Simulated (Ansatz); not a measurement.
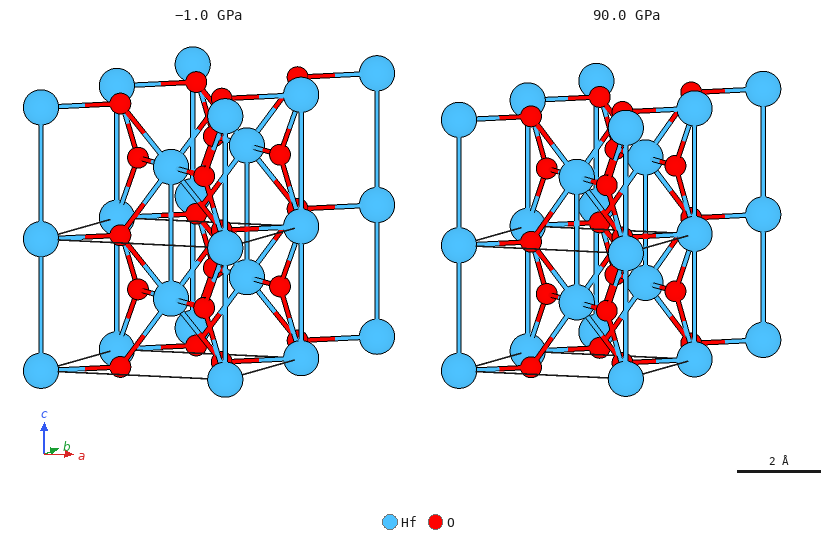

Crystalline HfO$_{2}$ (set up in P4_2/mnm), relaxed (cell and atoms) at several target pressures. The picture shows the first and the last member. The picture is a ball-and-stick view of the cell of the calculation, repeated 1 × 2 × 2 with one cell outlined, seen slightly off an axis.

Computed with Ansatz 0.2.0: DFT r2SCAN, scalar-relativistic, plane waves, PAW. Settings: plane-wave cutoff 500 eV; k-point mesh 6 × 6 × 8; occupations gaussian; smearing width 0.02 eV; no spin polarisation; cell and atoms relaxed; force threshold 0.008 eV/Å.

| pressure (GPa) | volume (Å³/atom) | a (Å) | c (Å) | band gap (eV) |
| --- | --- | --- | --- | --- |
| −1.0 | 12.618 | 4.846 | 3.224 | 4.52 |
| 0.0 | 12.564 | 4.838 | 3.220 | 4.53 |
| 1.0 | 12.510 | 4.831 | 3.216 | 4.54 |
| 4.0 | 12.350 | 4.806 | 3.209 | 4.59 |
| 12.0 | ? | ? | ? | ? |
| 25.0 | 11.463 | 4.666 | 3.158 | 4.89 |
| 50.0 | 10.713 | 4.542 | 3.116 | 5.14 |
| 90.0 | 9.856 | 4.387 | 3.072 | 5.21 |

**Fill in the missing row.**

Murnaghan's form V = V₀(1 + B′P/B₀)^(−1/B′), with V₀ = 12.564 Å³ from the row at zero pressure, fits the other rows with B₀ = 230 GPa and B′ = 3.67 (largest miss 0.005 Å³). At 12.0 GPa it gives 12.564 × (1 + 3.67 × 12.0/230)^(−1/3.67) = 11.978 Å³ per atom. The calculation gives 11.973 Å³/atom (a = 4.747 Å, c = 3.188 Å). The estimate is 0.005 Å³/atom too high. For the gap a parabola through the rows 0.0, 1.0, 4.0 gives 4.87 eV, and the calculation 4.71 eV (semilocal gaps, lower than measured ones as a rule). From the first member to the last: Hf–Hf 3.787 → 3.462 Å, Hf–O 2.091 → 1.898 Å, Hf–Hf 3.224 → 3.072 Å.

The whole series:

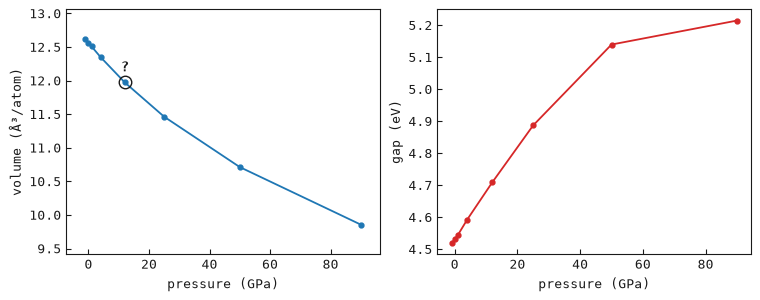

Each member starts from this one structure; whether another phase lies lower wasn't checked.
